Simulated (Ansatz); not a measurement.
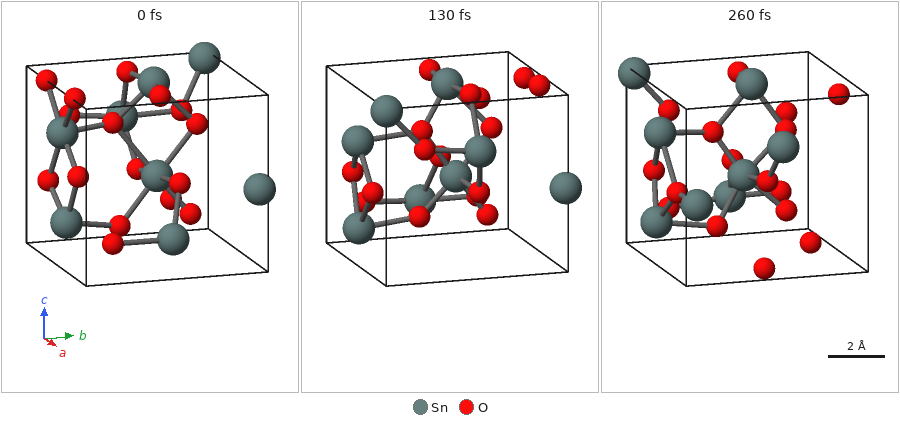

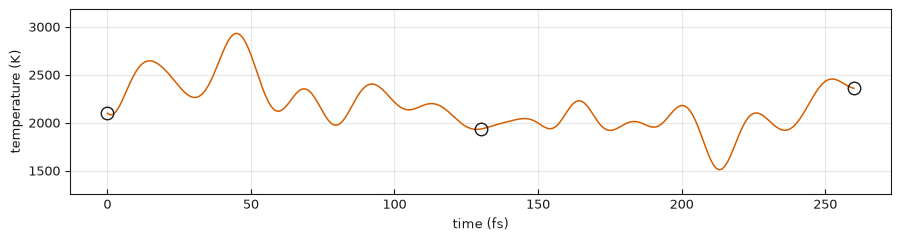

Molecular dynamics of a 24-atom cell of SnO$_{2}$, 260 fs long. It starts from the last geometry of an earlier run, with fresh velocities. Frames and the history of the run. Style: ball-and-stick. Shown: the simulation cell, slightly off an axis. Atoms that leave the cell re-enter on the other side. Bonds to atoms that aren't drawn are left out.

All numbers below come from DFT PBE, scalar-relativistic, plane waves, PAW (Ansatz 0.2.0). Run with plane-wave cutoff 420 eV; k-point mesh 2 × 2 × 2; Fermi-Dirac smearing 0.3 eV; low-accuracy preset; volume 1.05 times that of the relaxed crystal; Nosé-Hoover thermostat (NVT); set temperature 2100 K; time step 1 fs; thermostat time 50.0 fs.

> Describe the run.

Root-mean-square distances from the starting positions over the second half, with the common drift of all atoms taken out: O 0.57 Å, Sn 0.56 Å. Against the typical shortest distance between atoms in the first frame, about 1.9 Å these are large excursions, but over 260 fs one can't yet tell strong vibration from the start of diffusion. Over the second half the temperature averages 2032 K (spread ±194 K). The potential energy in the second half lies on average 173 meV per atom below the first frame. The first frame is far from relaxed (forces up to 8.3 eV/Å), so much of the motion is the structure settling. The conserved quantity stays between −0.42 and 0 meV per atom of its start. A straight-line fit has a slope that amounts to −0.11 meV per atom over 260 fs (under 0.1 % of the mean kinetic energy), its mean offset in the second half is 0.1 %, and the ripple about the line is 0.2 % of the kinetic energy's fluctuation. With a drift under 2 % and a ripple under 7 %, the integration is accurate.

Limits of the set-up: the program's low-accuracy preset was used.

PAW datasets: the set soft_1.
